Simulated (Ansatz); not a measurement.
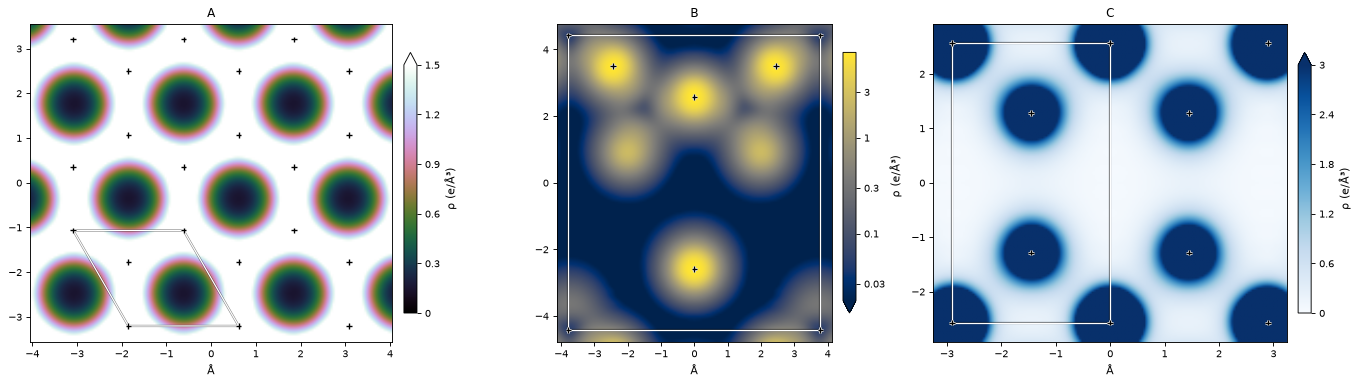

The valence pseudo-density of 3 systems, each on a plane through atoms (crosses mark nuclei in the plane).

These are results of Ansatz, DFT PBE, scalar-relativistic, plane waves, PAW, not measurements.

System 1: SiO2, the (010) plane of the calculation cell. Space group P6₂22; a structure from a database of computed crystals, not necessarily the ambient phase.

System 2: C, the (001) plane of the conventional cell. Space group P6₃/mmc; a structure from a database of computed crystals, not necessarily the ambient phase.

```
C
1.0
     2.46653    0.00000    0.00000
    -1.23327    2.13608    0.00000
     0.00000    0.00000    8.46545
C
4
Cartesian
  0.0000 0.0000 2.1164
  0.0000 0.0000 6.3491
  0.0000 1.4241 2.1164
  1.2333 0.7120 6.3491
```

System 3: CuO, the (010) plane of the conventional cell. Space group P4₂/mmc; a structure from a database of computed crystals, not necessarily the ambient phase; computed pressure about 5 GPa in this cell; computed without spin polarisation.

```
Cu O
1.0
     2.05073   -2.05369    0.00000
     2.05073    2.05369    0.00000
     0.00000    0.00000    5.13905
Cu O
2 2
Direct
  0.00000 0.50000 0.00000
  0.50000 0.00000 0.50000
  0.50000 0.50000 0.25000
  0.50000 0.50000 0.75000
```

Match each panel to its system.

Panel A is system 2, C: the plane holds C. C–C (1.42 Å): ρ is about 2 e/Å³ halfway. Panel B is system 1, SiO2: the plane holds Si and O. Si–O (1.62 Å): ρ is about 1.2 e/Å³ halfway. Panel C is system 3, CuO: the plane holds Cu and O. Cu–O (1.94 Å): ρ is about 0.67 e/Å³ halfway.
